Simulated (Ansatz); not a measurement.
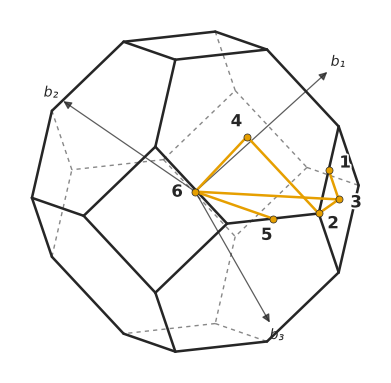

For W, the input geometry of an electronic-structure calculation (not necessarily at equilibrium); the starting structure was generated, so it need not be a known form of this composition: the first Brillouin zone of a face-centred cubic lattice (cF; extended symbol cF2) is drawn with its special points numbered. All values are computed from the atomic coordinates in the standard setting (tolerance 0.002 Å).

a = 3.981 Å, b = 3.981 Å, c = 3.981 Å, α = 90.00°, β = 90.00°, γ = 90.00°.

Labels and path follow the convention of Hinuma et al. (2017), as computed by seekpath; the arrows show the directions of the reciprocal primitive vectors b₁, b₂, b₃, in which coordinates are given.

Which special point is each number?

| no. | label | coordinates |
| --- | --- | --- |
| 1 | U | (5/8, 1/4, 5/8) |
| 2 | W | (1/2, 1/4, 3/4) |
| 3 | X | (1/2, 0, 1/2) |
| 4 | L | (1/2, 1/2, 1/2) |
| 5 | K | (3/8, 3/8, 3/4) |
| 6 | Γ | (0, 0, 0) |
